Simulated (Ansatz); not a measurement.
NiSi: geometry relaxation (part 1 of 2)

- system: NiSi (Pnma, 8 atoms in the cell)
- method: DFT PBE, scalar-relativistic, plane waves, PAW, no spin polarisation (Ansatz 0.2.0)

The structure derives from a Materials Project entry.

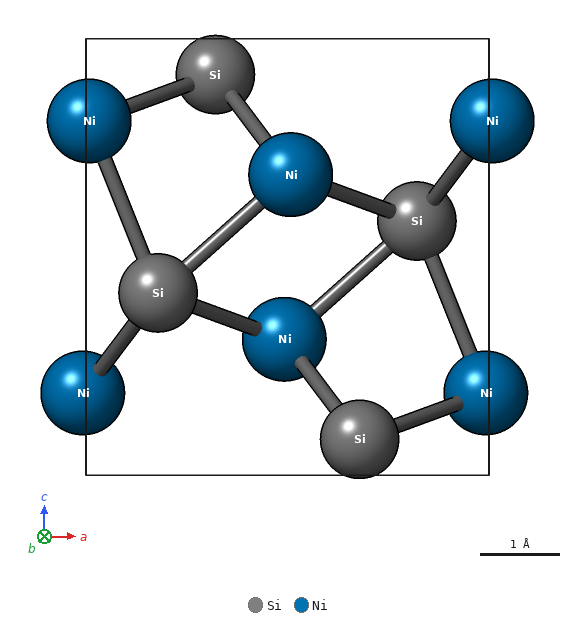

Fig. 1: The starting structure (ball-and-stick view of the cell of the calculation, along the b axis). Near neighbours in the crystal (not all of them lie inside the picture): Si has 6 Ni at 2.27 to 2.39 Å; Ni has 6 Si at 2.27 to 2.39 Å.

Input:
```yaml
crystal:
  lattice:
    - [5.14153507, 0.0, 0.0]
    - [0.0, 3.32129709, 0.0]
    - [0.0, 0.0, 5.56977526]
  atoms:
    - { symbol: Si, position: [0.82108937, 0.75, 0.58232443] }
    - { symbol: Si, position: [0.17891063, 0.25, 0.41767557] }
    - { symbol: Si, position: [0.32108937, 0.75, 0.91767557] }
    - { symbol: Si, position: [0.67891063, 0.25, 0.08232443] }
    - { symbol: Ni, position: [0.50794985, 0.25, 0.68852056] }
    - { symbol: Ni, position: [0.49205015, 0.75, 0.31147944] }
    - { symbol: Ni, position: [0.00794985, 0.25, 0.81147944] }
    - { symbol: Ni, position: [0.99205015, 0.75, 0.18852056] }
basis:
  ecutwfc: 420
kpoints:
  mp_grid: { grid: [8, 10, 6] }
hamiltonian:
  xc: pbe
scf:
  occupations: { method: gaussian, width: 0.1 }
output:
  forces: true
  stress: true
  eigenvalues: true
  write_density: true
  write_potential: true
  elf: true
  volumetric_format: npy
relax:
  adjacent_minimum: "off"
  f_tol: 0.005
  max_steps: 80
  cell: { stress_tol: 0.05 }
```

Run as:
```bash
ansatz run input.yaml --threads 4 --pin off --max-ram 8192MiB --backend cpu --events-out ev --progress --plain --runs-dir out
```

The program's output:
```
Engine: ansatz 0.2.0, aarch64-unknown-linux-gnu
Pseudopotentials: kind: paw
Pseudopotential: Si, paw, valence charge 4, recommended cutoff 420 eV (normal), Si.paw.azcp
Pseudopotential: Ni, paw, valence charge 18, recommended cutoff 420 eV (normal), Ni.paw.azcp
Functional definition: PBE
  parameter kappa = 0.804
  parameter beta = 0.06672455060314922
  exchange = pbe_x(kappa = kappa, mu = beta*pi^2/3)
  correlation = pbe_c(beta = beta)
Crystal: 8 atoms, lattice volume = 95.113 Å³
Basis set: ecut = 420 eV, 1869 PW (Γ), exchange–correlation on 72×48×80 points (8 copies of the dense FFT grid, shifted against one another)
Bands: 53, of which v1, the nominal top of the filled ones, is band 44 counted from 1 (43 counted from 0)
Symmetry: 8 space group operations
Space group: Pnma (ITA 62), of the structure as read, at distance tolerance 4.6e-5 Å
k-points: 120 of 480
Non-local potential: Si, projectors of the file, l = 0: 2, l = 1: 2, l = 2: 2
Non-local potential: Ni, projectors of the file, l = 0: 3, l = 1: 2, l = 2: 3, l = 3: 1
PAW form: soft (Blöchl's): semilocal exchange-correlation on the pseudo side does not see the compensation charge
PAW one-centre angular grid: Si, 110 points (default); XC on 64 Gauss nodes
PAW one-centre angular grid: Ni, 590 points (default); XC on 64 Gauss nodes
Initial density: superposition of atomic densities (neutral atoms: chi_scale 0, normalization atom), corrected by the library's trained network
Initial wavefunctions: pseudopotential atomic-orbital guess
Functional: x = pbe(κ = 0.804, μ = 0.2195149727645171), c = pbe(β = 0.06672455060314922)
SCF iter   1: F=—  HF=-25906.116887 eV  |F-HF|=—  |Δ(HF+E_count)|=         —  Δρ=3.45e-3  dr2=2.80e-3  ethr=1.77e-3  ⟨swp⟩=7.1  Hψ=24699  notcnv=0  defer=14
preconditioner: auto → Kerker (q_TF=auto, 2.693 Å⁻¹)  [metal: Δε(μ)=0.009 eV  Ē_g=7.186 eV  σ=0.100 eV  W_gap=0.05  n_scr=38 (ndim 8)  ℏωp=28.5 eV  f_vac=0.000  D(μ)=1.92/eV (n_scr^D=10)]
SCF iter   2: F=—  HF=-25906.117104 eV  |F-HF|=—  |Δ(HF+E_count)|=   2.18e-4  Δρ=1.95e-3  dr2=1.30e-3  ethr=3.18e-6  ⟨swp⟩=2.0  Hψ=12522  notcnv=0  defer=19
SCF iter   3: F=—  HF=-25906.117228 eV  |F-HF|=—  |Δ(HF+E_count)|=   1.24e-4  Δρ=6.37e-4  dr2=2.05e-4  ethr=1.48e-6  ⟨swp⟩=2.5  Hψ=9048  notcnv=0  defer=19
SCF iter   4: F=—  HF=-25906.117221 eV  |F-HF|=—  |Δ(HF+E_count)|=   6.72e-6  Δρ=1.55e-4  dr2=1.96e-5  ethr=2.33e-7  ⟨swp⟩=2.3  Hψ=9399  notcnv=0  defer=19
SCF iter   5: F=—  HF=-25906.117213 eV  |F-HF|=—  |Δ(HF+E_count)|=   8.82e-6  Δρ=7.24e-5  dr2=3.72e-6  ethr=2.23e-8  ⟨swp⟩=2.5  Hψ=9366  notcnv=0  defer=19
SCF iter   6: F=-25906.117212 eV  HF=-25906.117212 eV  |F-HF|=2.36e-10  |Δ(HF+E_count)|=   5.38e-7  Δρ=8.26e-6  dr2=4.50e-8  ethr=1.14e-10  ⟨swp⟩=12.0  Hψ=49196  notcnv=0
SCF 1 converged in 6 iterations: F = -25906.117212 eV  dr2 = 4.50e-8
  greatest PAW one-centre occupation: 1.000 electrons in one spin orbital (limit 2), on the Ni atom at site 5 (counted from 0), in its partial waves of l = 1
relax step   1: F+E_penalty+E_count = -25906.11721211 eV  Δ(F+E_penalty+E_count) = +0.000e0 eV  max|allowed force component| = 8.104e-2 eV/Å  Δτ_max = 0.0000 Å  P = +5.203 GPa  Ω = 95.113 Å³  (6 SCF iters, dr2 threshold 1.00e-7 eV, accepted)
Crystal: 8 atoms, lattice volume = 96.579 Å³
Basis set: ecut = 420 eV, 1897 PW (Γ), exchange–correlation on 72×48×80 points (8 copies of the dense FFT grid, shifted against one another)
Initial density: handed on by an earlier stage of this run
Initial wavefunctions: those handed on with the density
iter 1 solved again at ethr=2.62e-6 eV; its pass at ethr=3.10e-3 eV (dr2=2.30e-3 eV) is discarded
SCF iter   1: F=—  HF=-25906.152396 eV  |F-HF|=—  |Δ(HF+E_count)|=         —  Δρ=2.10e-3  dr2=2.54e-3  ethr=2.62e-6  ⟨swp⟩=2.0  Hψ=28293  notcnv=0
preconditioner: auto → Kerker (q_TF=auto, 2.686 Å⁻¹)  [metal: Δε(μ)=0.032 eV  Ē_g=7.085 eV  σ=0.100 eV  W_gap=0.18  n_scr=38 (ndim 8)  ℏωp=28.3 eV  f_vac=0.000  D(μ)=1.81/eV (n_scr^D=8)]
SCF iter   2: F=—  HF=-25906.152020 eV  |F-HF|=—  |Δ(HF+E_count)|=   3.76e-4  Δρ=6.65e-4  dr2=3.12e-4  ethr=2.62e-6  ⟨swp⟩=1.9  Hψ=8382  notcnv=0
SCF iter   3: F=—  HF=-25906.151942 eV  |F-HF|=—  |Δ(HF+E_count)|=   7.83e-5  Δρ=2.66e-4  dr2=6.28e-5  ethr=3.55e-7  ⟨swp⟩=1.0  Hψ=6360  notcnv=0
SCF iter   4: F=—  HF=-25906.151934 eV  |F-HF|=—  |Δ(HF+E_count)|=   7.55e-6  Δρ=1.34e-4  dr2=1.76e-5  ethr=7.13e-8  ⟨swp⟩=2.5  Hψ=10411  notcnv=0
iter 5 did not close the SCF: its close was put off for the readings that it lacked (scf_convergence_deferred on its scf_iter line)
SCF iter   5: F=-25906.151932 eV  HF=-25906.151932 eV  |F-HF|=7.39e-9  |Δ(HF+E_count)|=   1.65e-6  Δρ=1.54e-5  dr2=2.50e-7  ethr=2.00e-8  ⟨swp⟩=1.4  Hψ=7435  notcnv=0
SCF iter   6: F=-25906.151932 eV  HF=-25906.151932 eV  |F-HF|=4.59e-9  |Δ(HF+E_count)|=   4.92e-8  Δρ=5.51e-6  dr2=2.92e-8  ethr=2.84e-10  ⟨swp⟩=6.5  Hψ=43652  notcnv=0
SCF 2 converged in 6 iterations: F = -25906.151932 eV  dr2 = 2.92e-8
  greatest PAW one-centre occupation: 1.000 electrons in one spin orbital (limit 2), on the Ni atom at site 7 (counted from 0), in its partial waves of l = 1
relax step   2: F+E_penalty+E_count = -25906.15193244 eV  Δ(F+E_penalty+E_count) = -3.472e-2 eV  max|allowed force component| = 4.364e-2 eV/Å  Δτ_max = 0.0021 Å  P = +2.266 GPa  Ω = 96.579 Å³  energy of the carried Pulay correction = -4.601e-4 eV  (6 SCF iters, dr2 threshold 8.00e-7 eV, accepted)
Crystal: 8 atoms, lattice volume = 97.743 Å³
Basis set: ecut = 420 eV, 1905 PW (Γ), exchange–correlation on 72×48×80 points (8 copies of the dense FFT grid, shifted against one another)
iter 1 solved again at ethr=2.00e-6 eV; its pass at ethr=3.10e-3 eV (dr2=1.76e-3 eV) is discarded
SCF iter   1: F=—  HF=-25906.161366 eV  |F-HF|=—  |Δ(HF+E_count)|=         —  Δρ=1.76e-3  dr2=1.86e-3  ethr=2.00e-6  ⟨swp⟩=2.0  Hψ=28639  notcnv=0
preconditioner: auto → Kerker (q_TF=auto, 2.681 Å⁻¹)  [metal: Δε(μ)=0.031 eV  Ē_g=7.000 eV  σ=0.100 eV  W_gap=0.17  n_scr=38 (ndim 8)  ℏωp=28.1 eV  f_vac=0.000  D(μ)=1.65/eV (n_scr^D=8)]
SCF iter   2: F=—  HF=-25906.161109 eV  |F-HF|=—  |Δ(HF+E_count)|=   2.56e-4  Δρ=5.90e-4  dr2=2.50e-4  ethr=2.00e-6  ⟨swp⟩=1.1  Hψ=6463  notcnv=0
SCF iter   3: F=—  HF=-25906.161051 eV  |F-HF|=—  |Δ(HF+E_count)|=   5.84e-5  Δρ=2.31e-4  dr2=4.52e-5  ethr=2.85e-7  ⟨swp⟩=1.0  Hψ=6405  notcnv=0
SCF iter   4: F=—  HF=-25906.161047 eV  |F-HF|=—  |Δ(HF+E_count)|=   4.26e-6  Δρ=1.15e-4  dr2=1.25e-5  ethr=5.13e-8  ⟨swp⟩=2.2  Hψ=9154  notcnv=0
iter 5 did not close the SCF: its close was put off for the readings that it lacked (scf_convergence_deferred on its scf_iter line)
SCF iter   5: F=-25906.161046 eV  HF=-25906.161046 eV  |F-HF|=1.22e-7  |Δ(HF+E_count)|=   1.08e-6  Δρ=1.59e-5  dr2=3.28e-7  ethr=1.42e-8  ⟨swp⟩=1.0  Hψ=6450  notcnv=0
SCF iter   6: F=-25906.161046 eV  HF=-25906.161046 eV  |F-HF|=5.30e-9  |Δ(HF+E_count)|=   2.44e-8  Δρ=5.59e-6  dr2=3.06e-8  ethr=3.73e-10  ⟨swp⟩=6.9  Hψ=43978  notcnv=0
SCF 3 converged in 6 iterations: F = -25906.161046 eV  dr2 = 3.06e-8
relax step   3: F+E_penalty+E_count = -25906.16104580 eV  Δ(F+E_penalty+E_count) = -9.113e-3 eV  max|allowed force component| = 1.424e-2 eV/Å  Δτ_max = 0.0042 Å  P = +0.063 GPa  Ω = 97.743 Å³  energy of the carried Pulay correction = -8.200e-4 eV  (6 SCF iters, dr2 threshold 8.00e-7 eV, accepted)
Crystal: 8 atoms, lattice volume = 97.787 Å³
Basis set: ecut = 420 eV, 1913 PW (Γ), exchange–correlation on 72×48×80 points (8 copies of the dense FFT grid, shifted against one another)
iter 1 solved again at ethr=6.04e-8 eV; its pass at ethr=3.10e-3 eV (dr2=5.32e-5 eV) is discarded
SCF iter   1: F=—  HF=-25906.161154 eV  |F-HF|=—  |Δ(HF+E_count)|=         —  Δρ=3.64e-4  dr2=4.99e-5  ethr=6.04e-8  ⟨swp⟩=3.0  Hψ=31691  notcnv=0
preconditioner: auto → Kerker (q_TF=auto, 2.681 Å⁻¹)  [metal: Δε(μ)=0.021 eV  Ē_g=6.995 eV  σ=0.100 eV  W_gap=0.12  n_scr=34 (ndim 8)  ℏωp=28.1 eV  f_vac=0.000  D(μ)=1.59/eV (n_scr^D=8)]
SCF iter   2: F=—  HF=-25906.161157 eV  |F-HF|=—  |Δ(HF+E_count)|=   3.40e-6  Δρ=2.01e-4  dr2=1.98e-5  ethr=5.67e-8  ⟨swp⟩=1.0  Hψ=6360  notcnv=0
SCF iter   3: F=—  HF=-25906.161141 eV  |F-HF|=—  |Δ(HF+E_count)|=   1.58e-5  Δρ=2.55e-5  dr2=5.55e-7  ethr=2.26e-8  ⟨swp⟩=2.4  Hψ=9331  notcnv=0
iter 4 did not close the SCF: its close was put off for the readings that it lacked (scf_convergence_deferred on its scf_iter line)
SCF iter   4: F=-25906.161141 eV  HF=-25906.161141 eV  |F-HF|=1.87e-8  |Δ(HF+E_count)|=   7.07e-8  Δρ=6.45e-6  dr2=2.87e-8  ethr=6.31e-10  ⟨swp⟩=2.1  Hψ=9253  notcnv=0
iter 5 did not close the SCF: its close was put off for the readings that it lacked (scf_convergence_deferred on its scf_iter line)
SCF iter   5: F=-25906.161141 eV  HF=-25906.161141 eV  |F-HF|=6.25e-9  |Δ(HF+E_count)|=   2.16e-9  Δρ=3.35e-6  dr2=5.87e-9  ethr=3.27e-11  ⟨swp⟩=2.0  Hψ=11439  notcnv=0
SCF iter   6: F=-25906.161141 eV  HF=-25906.161141 eV  |F-HF|=1.67e-10  |Δ(HF+E_count)|=  9.90e-10  Δρ=6.89e-7  dr2=3.49e-10  ethr=6.68e-12  ⟨swp⟩=5.6  Hψ=36664  notcnv=0
SCF 4 converged in 6 iterations: F = -25906.161141 eV  dr2 = 3.49e-10
relax step   4: F+E_penalty+E_count = -25906.16114133 eV  Δ(F+E_penalty+E_count) = -9.553e-5 eV  max|allowed force component| = 1.153e-2 eV/Å  Δτ_max = 0.0041 Å  P = -0.007 GPa  Ω = 97.787 Å³  energy of the carried Pulay correction = -8.336e-4 eV  (6 SCF iters, dr2 threshold 3.20e-8 eV, accepted)
Crystal: 8 atoms, lattice volume = 97.760 Å³
iter 1 solved again at ethr=7.34e-8 eV; its pass at ethr=3.10e-3 eV (dr2=6.46e-5 eV) is discarded
SCF iter   1: F=—  HF=-25906.161201 eV  |F-HF|=—  |Δ(HF+E_count)|=         —  Δρ=3.12e-4  dr2=6.20e-5  ethr=7.34e-8  ⟨swp⟩=2.0  Hψ=26351  notcnv=0
preconditioner: auto → Kerker (q_TF=auto, 2.681 Å⁻¹)  [metal: Δε(μ)=0.020 eV  Ē_g=6.996 eV  σ=0.100 eV  W_gap=0.11  n_scr=34 (ndim 8)  ℏωp=28.1 eV  f_vac=0.000  D(μ)=1.59/eV (n_scr^D=8)]
SCF iter   2: F=—  HF=-25906.161191 eV  |F-HF|=—  |Δ(HF+E_count)|=   9.64e-6  Δρ=1.66e-4  dr2=2.23e-5  ethr=7.04e-8  ⟨swp⟩=1.0  Hψ=6360  notcnv=0
SCF iter   3: F=—  HF=-25906.161185 eV  |F-HF|=—  |Δ(HF+E_count)|=   6.30e-6  Δρ=3.78e-5  dr2=1.33e-6  ethr=2.53e-8  ⟨swp⟩=2.0  Hψ=9298  notcnv=0
SCF iter   4: F=—  HF=-25906.161187 eV  |F-HF|=—  |Δ(HF+E_count)|=   2.78e-6  Δρ=1.48e-5  dr2=1.11e-7  ethr=1.51e-9  ⟨swp⟩=2.0  Hψ=8665  notcnv=0
iter 5 did not close the SCF: its close was put off for the readings that it lacked (scf_convergence_deferred on its scf_iter line)
SCF iter   5: F=-25906.161187 eV  HF=-25906.161187 eV  |F-HF|=1.06e-9  |Δ(HF+E_count)|=   1.22e-8  Δρ=2.38e-6  dr2=4.43e-9  ethr=1.26e-10  ⟨swp⟩=2.2  Hψ=9588  notcnv=0
SCF iter   6: F=-25906.161187 eV  HF=-25906.161187 eV  |F-HF|=2.15e-10  |Δ(HF+E_count)|=  5.46e-11  Δρ=7.60e-7  dr2=5.54e-10  ethr=5.03e-12  ⟨swp⟩=5.2  Hψ=37790  notcnv=0
SCF 5 converged in 6 iterations: F = -25906.161187 eV  dr2 = 5.54e-10
relax step   5: F+E_penalty+E_count = -25906.16118743 eV  Δ(F+E_penalty+E_count) = -4.610e-5 eV  max|allowed force component| = 3.934e-3 eV/Å  Δτ_max = 0.0018 Å  P = +0.003 GPa  Ω = 97.760 Å³  energy of the carried Pulay correction = -8.253e-4 eV  (6 SCF iters, dr2 threshold 8.31e-9 eV, accepted)
Initial wavefunctions: pseudopotential atomic-orbital guess (no wavefunctions were taken with the density)
iter 1 solved again at ethr=5.58e-7 eV; its pass at ethr=3.10e-3 eV (dr2=4.91e-4 eV) is discarded
SCF iter   1: F=—  HF=-25906.161224 eV  |F-HF|=—  |Δ(HF+E_count)|=         —  Δρ=5.14e-4  dr2=5.45e-6  ethr=5.58e-7  ⟨swp⟩=3.0  Hψ=38675  notcnv=0
preconditioner: auto → Kerker (q_TF=auto, 2.681 Å⁻¹)  [metal: Δε(μ)=0.020 eV  Ē_g=6.995 eV  σ=0.100 eV  W_gap=0.11  n_scr=34 (ndim 8)  ℏωp=28.1 eV  f_vac=0.000  D(μ)=1.59/eV (n_scr^D=8)]
SCF iter   2: F=—  HF=-25906.161826 eV  |F-HF|=—  |Δ(HF+E_count)|=   6.02e-4  Δρ=2.61e-4  dr2=1.42e-6  ethr=6.19e-9  ⟨swp⟩=2.2  Hψ=9309  notcnv=0
SCF iter   3: F=—  HF=-25906.162027 eV  |F-HF|=—  |Δ(HF+E_count)|=   2.01e-4  Δρ=6.64e-6  dr2=1.65e-8  ethr=1.61e-9  ⟨swp⟩=1.0  Hψ=6360  notcnv=0
SCF iter   4: F=—  HF=-25906.162027 eV  |F-HF|=—  |Δ(HF+E_count)|=   2.80e-8  Δρ=6.27e-7  dr2=7.30e-11  ethr=1.88e-11  ⟨swp⟩=2.1  Hψ=9528  notcnv=0
iter 5 did not close the SCF: its close was put off for the readings that it lacked (scf_convergence_deferred on its scf_iter line)
SCF iter   5: F=-25906.162027 eV  HF=-25906.162027 eV  |F-HF|=1.09e-11  |Δ(HF+E_count)|=  2.80e-10  Δρ=2.36e-7  dr2=3.53e-11  ethr=1.00e-12  ⟨swp⟩=1.5  Hψ=6728  notcnv=0
SCF iter   6: F=-25906.162027 eV  HF=-25906.162027 eV  |F-HF|=3.64e-12  |Δ(HF+E_count)|=    0.00e0  Δρ=4.20e-8  dr2=1.92e-12  ethr=1.00e-12  ⟨swp⟩=4.4  Hψ=29480  notcnv=0
SCF 6 converged in 6 iterations: F = -25906.162027 eV  dr2 = 1.92e-12
relax step   6: F+E_penalty+E_count = -25906.16202730 eV  Δ(F+E_penalty+E_count) = -8.399e-4 eV  max|allowed force component| = 4.075e-3 eV/Å  Δτ_max = 0.0000 Å  P = +0.009 GPa  Ω = 97.760 Å³  stress off target by 3.58e-2 GPa  SCF on the basis re-selected at this cell (its energy is not comparable with the rows above)  (6 SCF iters)
```

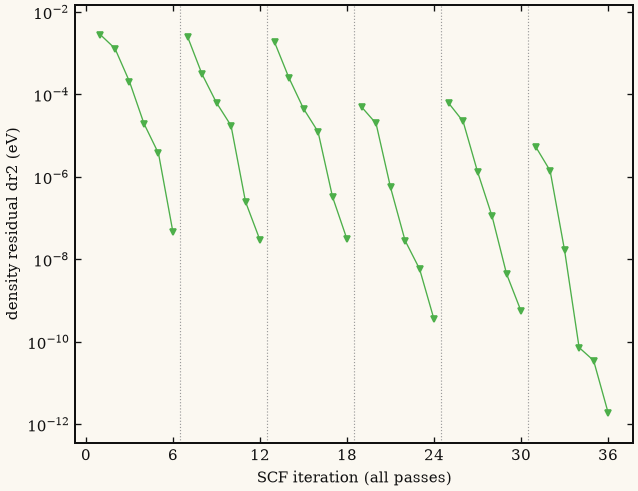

Fig. 2: Convergence of the self-consistent field: density residual dr2 against the SCF iteration. The dotted lines part the SCF passes of the relaxation: geometry steps, rejected trials and re-solves on a re-selected basis. The 6 passes take 6 iterations each, 36 in all.

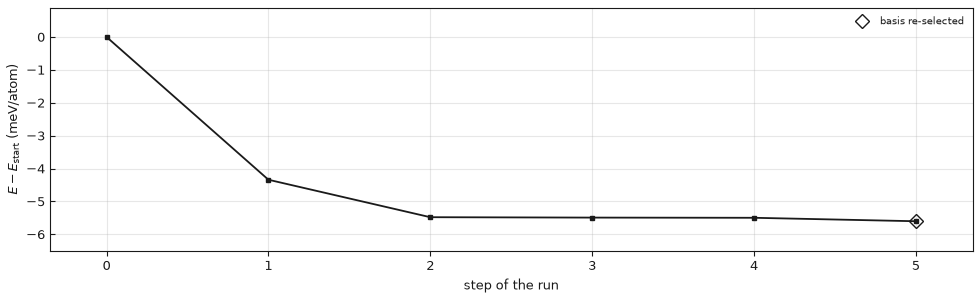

Fig. 3: Progress of the relaxation, step by step (the first geometry is step 0 here and step 1 in the log).
